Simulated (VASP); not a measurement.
**Run report: BeSe, band-structure calculation (part 2 of 2)**

The same run, continued: BeSe (F-43m, 2 atoms in the cell); DFT, PBE, plane waves, PAW (VASP 6.6.1); cutoff 520 eV, 8×8×8 k-mesh, Fermi–Dirac smearing of 0.02 eV. The structure was built on a prototype by a generator. The geometry comes from this level: r2SCAN.

Geometry of the input (Å; fractional positions):
```
-0.0000  2.5810  2.5810
2.5810  0.0000  2.5810
2.5810  2.5810  0.0000
Be -0.0000  0.0000  0.0000
Se 0.2500  0.2500  0.2500
```

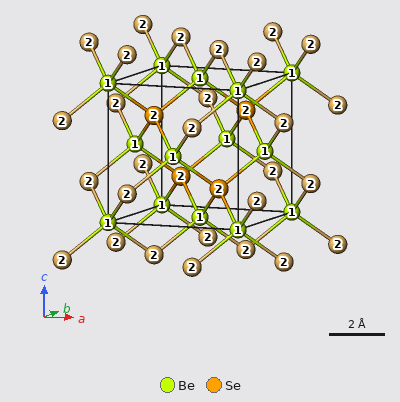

The structure (ball-and-stick view of the cell 4 times as large as that of the calculation, set on its symmetry axes, seen slightly off an axis; neighbours outside the cell are drawn fainter; atoms are numbered from 1 in the order of the input).

Parts of OUTCAR, continued
```
 k-point    11 :      -0.2500    0.1250    0.0000
  band No.  band energies     occupation
      1      -9.6307      2.00000
      2      -0.6843      2.00000
      3       1.4628      2.00000
      4       2.6079      2.00000
      5       8.3413      0.00000
      6       9.3399      0.00000
      7       9.5722      0.00000
      8      11.5468      0.00000
      9      13.6423      0.00000
     10      15.6409      0.00000
     11      16.9320      0.00000

 k-point    12 :      -0.1250    0.1250    0.0000
  band No.  band energies     occupation
      1     -10.0823      2.00000
      2       0.9402      2.00000
      3       2.0843      2.00000
      4       3.0178      2.00000
      5       8.2430      0.00000
      6       8.7704      0.00000
      7       9.1247      0.00000
      8      10.4379      0.00000
      9      13.6416      0.00000
     10      14.7394      0.00000
     11      16.4102      0.00000

 k-point    13 :       0.2500    0.2500    0.0000
  band No.  band energies     occupation
      1      -9.7227      2.00000
      2       0.3436      2.00000
      3       1.6433      2.00000
      4       1.6433      2.00000
      5       7.0342      0.00000
      6       9.0264      0.00000
      7      11.2284      0.00000
      8      11.2284      0.00000
      9      13.3067      0.00000
     10      17.0268      0.00000
     11      17.4707      0.00000

 k-point    14 :       0.3750    0.2500    0.0000
  band No.  band energies     occupation
      1      -9.3225      2.00000
      2      -0.7484      2.00000
      3       1.0693      2.00000
      4       1.3109      2.00000
      5       7.0862      0.00000
      6       8.9334      0.00000
      7      11.5075      0.00000
      8      11.9101      0.00000
      9      15.3036      0.00000
     10      17.6090      0.00000
     11      17.7682      0.00000

 k-point    15 :       0.5000    0.2500    0.0000
  band No.  band energies     occupation
      1      -8.9527      2.00000
      2      -1.5941      2.00000
      3       0.3301      2.00000
      4       1.2964      2.00000
      5       7.3437      0.00000
      6      10.3567      0.00000
      7      11.3004      0.00000
      8      11.7269      0.00000
      9      15.8335      0.00000
     10      17.7038      0.00000
     11      18.0067      0.00000

 k-point    16 :      -0.3750    0.2500    0.0000
  band No.  band energies     occupation
      1      -8.9010      2.00000
      2      -1.6702      2.00000
      3      -0.1236      2.00000
      4       1.5998      2.00000
      5       7.7346      0.00000
      6      11.0776      0.00000
      7      11.1881      0.00000
      8      12.6967      0.00000
      9      13.6678      0.00000
     10      15.2043      0.00000
     11      19.0706      0.00000

 k-point    17 :      -0.2500    0.2500    0.0000
  band No.  band energies     occupation
      1      -9.2146      2.00000
      2      -1.1543      2.00000
      3       0.1647      2.00000
      4       2.1237      2.00000
      5       8.3172      0.00000
      6      10.3265      0.00000
      7      10.7439      0.00000
      8      11.5117      0.00000
      9      13.7068      0.00000
     10      15.4068      0.00000
     11      18.3970      0.00000

 k-point    18 :       0.3750    0.3750    0.0000
  band No.  band energies     occupation
      1      -9.0454      2.00000
      2      -1.1467      2.00000
      3       0.9027      2.00000
      4       0.9027      2.00000
      5       6.2672      0.00000
      6       7.8553      0.00000
      7      13.4848      0.00000
      8      13.4848      0.00000
      9      15.7996      0.00000
     10      18.4682      0.00000
     11      18.5556      0.00000

 k-point    19 :       0.5000    0.3750    0.0000
  band No.  band energies     occupation
      1      -8.7825      2.00000
      2      -1.5356      2.00000
      3       0.2299      2.00000
      4       0.8166      2.00000
      5       6.4729      0.00000
      6       8.1837      0.00000
      7      13.7355      0.00000
      8      13.8147      0.00000
      9      16.5848      0.00000
     10      18.0118      0.00000
     11      18.3257      0.00000

 k-point    20 :      -0.3750    0.3750    0.0000
  band No.  band energies     occupation
      1      -8.7205      2.00000
      2      -1.3485      2.00000
      3      -0.7041      2.00000
      4       1.0738      2.00000
      5       7.0198      0.00000
      6      10.0649      0.00000
      7      12.9051      0.00000
      8      13.2392      0.00000
      9      14.2218      0.00000
     10      16.1595      0.00000
     11      19.2112      0.00000

 k-point    21 :       0.5000    0.5000    0.0000
  band No.  band energies     occupation
      1      -8.7033      2.00000
      2      -1.7650      2.00000
      3       0.6410      2.00000
      4       0.6410      2.00000
      5       5.9042      0.00000
      6       7.4678      0.00000
      7      14.8837      0.00000
      8      14.8837      0.00000
      9      17.7624      0.00000
     10      17.9550      0.00000
     11      19.5334      0.00000

 k-point    22 :       0.3750    0.2500    0.1250
  band No.  band energies     occupation
      1      -9.5784      2.00000
      2      -0.3651      2.00000
      3       1.1020      2.00000
      4       2.1082      2.00000
      5       8.0596      0.00000
      6       9.5289      0.00000
      7      10.0963      0.00000
      8      11.0583      0.00000
      9      14.0535      0.00000
     10      16.5001      0.00000
     11      17.3043      0.00000

 k-point    23 :       0.5000    0.2500    0.1250
  band No.  band energies     occupation
      1      -9.1399      2.00000
      2      -1.4103      2.00000
      3       0.5501      2.00000
      4       1.6509      2.00000
      5       8.5346      0.00000
      6       9.2991      0.00000
      7      10.7917      0.00000
      8      11.7582      0.00000
      9      15.1490      0.00000
     10      16.0417      0.00000
     11      18.4708      0.00000

 k-point    24 :      -0.3750    0.2500    0.1250
  band No.  band energies     occupation
      1      -8.9276      2.00000
      2      -1.8918      2.00000
      3       0.4382      2.00000
      4       1.4192      2.00000
      5       8.7391      0.00000
      6       8.9540      0.00000
      7      11.5387      0.00000
      8      12.8737      0.00000
      9      13.6260      0.00000
     10      17.7043      0.00000
     11      17.8838      0.00000

 k-point    25 :       0.5000    0.3750    0.1250
  band No.  band energies     occupation
      1      -8.9772      2.00000
      2      -1.2328      2.00000
      3       0.3883      2.00000
      4       0.8699      2.00000
      5       7.3948      0.00000
      6       8.8448      0.00000
      7      11.4146      0.00000
      8      13.4512      0.00000
      9      16.0683      0.00000
     10      16.8629      0.00000
     11      18.9505      0.00000

 k-point    26 :      -0.3750    0.3750    0.1250
  band No.  band energies     occupation
      1      -8.7548      2.00000
      2      -1.3926      2.00000
      3      -0.3424      2.00000
      4       0.6919      2.00000
      5       8.0154      0.00000
      6      10.2157      0.00000
      7      10.9733      0.00000
      8      13.0246      0.00000
      9      14.6872      0.00000
     10      17.6340      0.00000
     11      18.4758      0.00000

 k-point    27 :      -0.2500    0.3750    0.1250
  band No.  band energies     occupation
      1      -8.8317      2.00000
      2      -1.3151      2.00000
      3      -0.4960      2.00000
      4       1.0622      2.00000
      5       8.5935      0.00000
      6      10.0408      0.00000
      7      11.2298      0.00000
      8      12.7805      0.00000
      9      13.8148      0.00000
     10      15.9869      0.00000
     11      19.3516      0.00000

 k-point    28 :      -0.3750    0.5000    0.1250
  band No.  band energies     occupation
      1      -8.6864      2.00000
      2      -1.5392      2.00000
      3       0.1601      2.00000
      4       0.2989      2.00000
      5       7.0803      0.00000
      6       8.4902      0.00000
      7      13.1857      0.00000
      8      13.6908      0.00000
      9      16.7752      0.00000
     10      16.9695      0.00000
     11      19.1582      0.00000

 k-point    29 :      -0.2500    0.5000    0.2500
  band No.  band energies     occupation
      1      -8.6694      2.00000
      2      -1.1079      2.00000
      3      -0.4918      2.00000
      4       0.0146      2.00000
      5       9.3919      0.00000
      6      10.3482      0.00000
      7      10.6314      0.00000
      8      11.2165      0.00000
      9      16.5264      0.00000
     10      16.7734      0.00000
     11      19.2418      0.00000

  Total        0.1907367      0.1907367      0.1907367      0.0000000      0.0000000     -0.0000000
  in kB        8.8865450      8.8865450      8.8865450      0.0000000      0.0000000     -0.0000000
  external PRESSURE =       8.8865450 kB  Pullay stress =       0.0000000 kB

 POSITION                                       TOTAL-FORCE (eV/Angst)
 -----------------------------------------------------------------------------------
      0.00000      0.00000      0.00000         0.000000      0.000000      0.000000
      1.29052      1.29052      1.29052        -0.000000     -0.000000     -0.000000
 -----------------------------------------------------------------------------------
    total drift:                                0.000000      0.000000      0.000000

  FREE ENERGIE OF THE ION-ELECTRON SYSTEM (eV)
  ---------------------------------------------------
  free  energy   TOTEN  =        -8.8581313248 eV

  energy  without entropy=       -8.8581313247  energy(sigma->0) =       -8.85813132
```

Summary

| quantity | value |
| --- | --- |
| outcome | converged |
| space group (tolerance 0.01 Å) | F-43m (216) |
| electrons treated | 8 |
| free energy | −8.8581 eV |
| Fermi energy | 3.654 eV |
| band gap | 2.64 eV |
| pressure | 0.89 GPa |
| largest force (length of the vector) | under 0.001 eV/Å |
| hardware | 1 CPU thread, shared host |
| wall time | 14 s |
| peak memory | 0.16 GiB |
